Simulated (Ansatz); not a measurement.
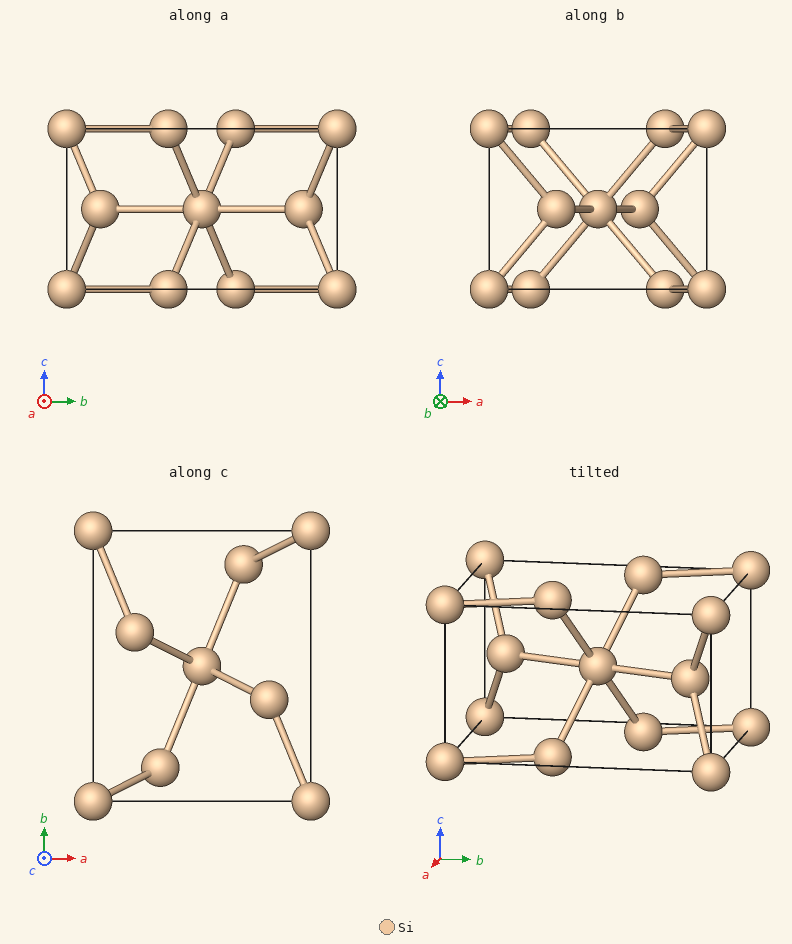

The image is a ball-and-stick drawing of a crystal, viewed along the a axis, along the b axis, along the c axis and slightly off an axis. The conventional unit cell is drawn as a box.

Lattice parameters: a = 4.8804 Å, b = 6.0654 Å, c = 3.5988 Å, α = 90.000°, β = 90.000°, γ = 90.000°.

Express the structure as a CIF in P1 with every atom of the cell, with free fractional coordinates to two decimals.

Answer.
```cif
data_structure
_symmetry_space_group_name_H-M 'P 1'
_symmetry_Int_Tables_number 1
_cell_length_a 4.8804
_cell_length_b 6.0654
_cell_length_c 3.5988
_cell_angle_alpha 90.000
_cell_angle_beta 90.000
_cell_angle_gamma 90.000
_cell_volume 106.53
loop_
_atom_site_label
_atom_site_type_symbol
_atom_site_fract_x
_atom_site_fract_y
_atom_site_fract_z
_atom_site_occupancy
Si1 Si 0.50 0.50 0.50 1
Si2 Si 0.00 0.00 0.00 1
Si3 Si 0.31 0.12 0.50 1
Si4 Si 0.69 0.88 0.50 1
Si5 Si 0.81 0.38 0.00 1
Si6 Si 0.19 0.62 0.00 1
```

The model was built from a random cell made by a generator, so it need not be a real form of the element. A relaxation with DFT PBE, scalar-relativistic, plane waves, PAW (Ansatz) gave the geometry drawn.
